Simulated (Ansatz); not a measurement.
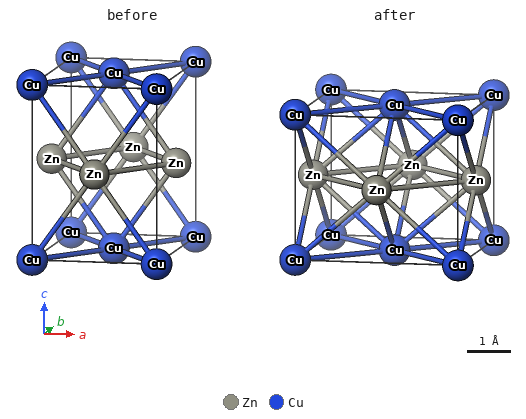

The structure of a crystal of ZnCu (set up in Cmmm) before (left) and after (right) a relaxation, at one scale.

A ball-and-stick model of the conventional cell (2 times the calculation's cell), seen slightly off an axis. Lengths and directions refer to the drawn axes.

Theory: Ansatz, DFT PBE, scalar-relativistic, plane waves, PAW. Settings: plane-wave cutoff 420 eV; k-point mesh 18 × 18 × 10; occupations gaussian; smearing width 0.1 eV; no spin polarisation; cell and atoms relaxed; force threshold 0.005 eV/Å; at most 80 steps.

> What changed between the two?

The energy falls by 41.4 meV per atom in 19 accepted moves (24 points after the start). All forces vanish by symmetry, so only the cell relaxes. Pressure: 0.14 GPa at the start and 0.01 GPa at the end. The line search rejected the trial steps at points 5, 8 of the run. The SCF was repeated 3 times at an unchanged geometry on a basis and grid sized afresh for the cell, which shifted the energy by 5.2 meV per atom at most. No atom moves by more than 0.005 Å relative to the cell. The drawn cell changes as follows: a 2.976 → 3.895 Å (+30.9 %), b 4.243 → 3.894 Å (−8.2 %), c 4.141 → 3.434 Å (−17.1 %); the volume changes by −0.4 %. Some distances before and after: Cu–Zn 2.964 → 2.596 Å, Zn–Zn 2.591 → 2.754 Å, Cu–Cu 2.591 → 2.754 Å, Cu–Zn 2.550 → 2.596 Å. The space group (tolerance 0.01 Å) goes from Cmmm (No. 65) to P4/mmm (No. 123). The run took roughly 7 core-minutes on a shared host.
